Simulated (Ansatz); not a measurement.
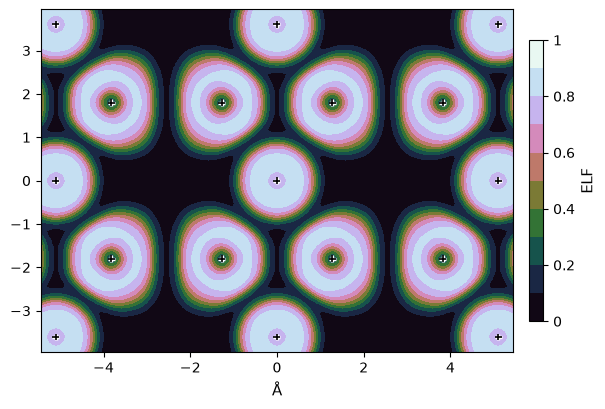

The electron localisation function on a plane through atoms (crosses mark nuclei in the plane).

These are results of DFT PBE, scalar-relativistic, plane waves, PAW in Ansatz 0.2.0, not measurements.

Candidates:
A. W, a = 9.00 Å, b = 9.00 Å, c = 9.00 Å, α = 60.00°, β = 60.00°, γ = 60.00°. Space group Im-3m; a structure from a database of computed crystals, not necessarily the ambient phase.
B. SiO$_{2}$, a = 5.10 Å, b = 5.10 Å, c = 8.63 Å, α = 90.00°, β = 90.00°, γ = 120.00°. Space group P6₃22; a structure from a database of computed crystals, not necessarily the ambient phase.
C. HfO$_{2}$, a = 5.10 Å, b = 5.10 Å, c = 5.10 Å, α = 90.00°, β = 90.00°, γ = 90.00°. Space group Fm-3m.

Which system is this?

Candidate C: HfO$_{2}$ on the (110) plane of the conventional cell, which holds Hf and O. Hf–O (2.21 Å): the ELF peaks at about 0.85 in the valence shell of O, 0.6 Å from its nucleus, and drops to about 0.15 between the two atoms; no shared electron pair shows on this line.
